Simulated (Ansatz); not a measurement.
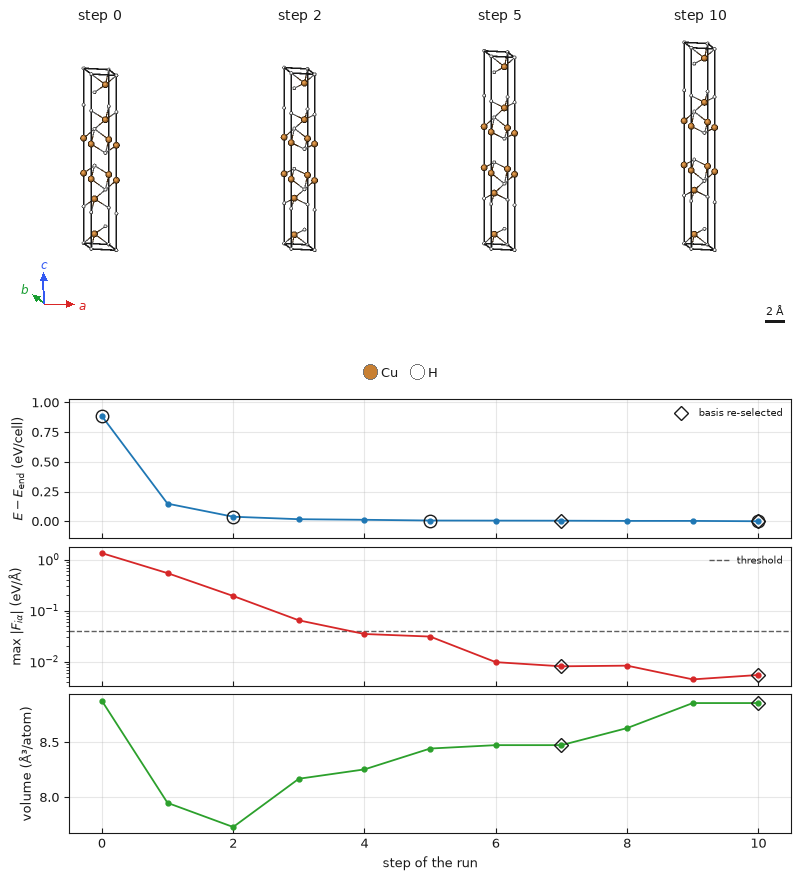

Frames of a relaxation of crystalline Cu2H3 (built on the tetradymite_166 type) (coarse preliminary run), marked on the history of the run. Style: ball-and-stick. Shown: the conventional cell (3 times the calculation's cell), slightly off an axis. Lengths and directions refer to the drawn axes.

Case: tetradymite type (R-3m, No. 166).

All numbers below come from DFT PBE, scalar-relativistic, plane waves, PAW in Ansatz.

The input:
```yaml
crystal:
  lattice:
    - [1.4034455178, 0.8102796475, 6.5056818805]
    - [-1.4034455178, 0.8102796475, 6.5056818805]
    - [0.0, -1.6205592949, 6.5056818805]
  atoms:
    - { symbol: Cu, position: [0.4, 0.4, 0.4] }
    - { symbol: Cu, position: [0.6, 0.6, 0.6] }
    - { symbol: H, position: [0.0, 0.0, 0.0] }
    - { symbol: H, position: [0.2095, 0.2095, 0.2095] }
    - { symbol: H, position: [0.7905, 0.7905, 0.7905] }
basis:
  ecutwfc: 420
kpoints:
  mp_grid: { grid: [6, 6, 6] }
hamiltonian:
  xc: pbe
scf:
  occupations: { method: gaussian, width: 0.1 }
  lower_state_search: "off"
output:
  forces: true
  stress: true
  eigenvalues: true
relax:
  adjacent_minimum: "off"
  f_tol: 0.04
  max_steps: 70
  cell: { stress_tol: 0.4 }
```

Launched with:
```bash
ansatz run input.yaml --threads 1 --pin off --max-ram 2560MiB --backend cpu --events-out ev --progress --plain --runs-dir out
```

Describe the path.

Answer. After 8 accepted moves (10 points after the start) the energy has fallen by 0.886 eV per cell of the calculation. The largest force component goes from 1.3 to 0.0055 eV/Å. Pressure: −16.80 GPa at the start and 0.15 GPa at the end. At 2 points the geometry stayed and the basis and grid were re-selected for the new cell (energy shift of 2.8 meV per cell of the calculation at most each time). The largest moves relative to the cell, 0.65 Å, are those of H4 and H5. H5 goes along −c. By element the largest moves are H 0.65 Å, Cu 0.22 Å. The drawn cell changes as follows: a = b 2.807 → 2.614 Å (−6.9 %), c 19.517 → 22.459 Å (+15.1 %); the volume changes by −0.2 %. Some distances before and after: Cu1–H5 1.968 → 1.734 Å, Cu1–Cu1 2.807 → 2.614 Å, Cu1–H3 2.078 → 1.980 Å. Bond angles that change, for instance: Cu2–H4–Cu2 91.0° → 97.8°, H4–Cu2–H4 91.0° → 97.8°. The space group stays R-3m (No. 166). The run took 13 s on 1 thread of Intel(R) Xeon(R) 6975P-C (Granite Rapids), with other jobs on the host, peak memory 0.37 GiB. From step 0 to 2: H atoms move most (0.39 Å), volume −12.9 %, energy −0.848 eV per cell of the calculation. From step 2 to 5: H atoms move most (0.09 Å), volume +9.2 %, energy −32.0 meV per cell of the calculation. From step 5 to 10: H atoms move most (0.11 Å), volume +4.9 %, energy −6.0 meV per cell of the calculation.

```tsv
step	E − E(0), meV/atom	largest force component, eV/Å	pressure, GPa	volume, Å³/atom	note
0	0.00	1.3388	-16.80	8.878	
1	-147.52	0.5427	-6.46	7.948	
2	-169.54	0.1934	4.26	7.728	
3	-173.72	0.0644	-0.17	8.168	
4	-174.72	0.0348	-0.09	8.253	
5	-175.95	0.0310	0.19	8.443	
6	-176.11	0.0098	0.06	8.474	
7	-176.24	0.0081	0.17	8.474	same geometry, new basis
8	-176.58	0.0083	0.20	8.629	
9	-176.59	0.0045	0.11	8.857	
10	-177.16	0.0055	0.15	8.857	same geometry, new basis
```
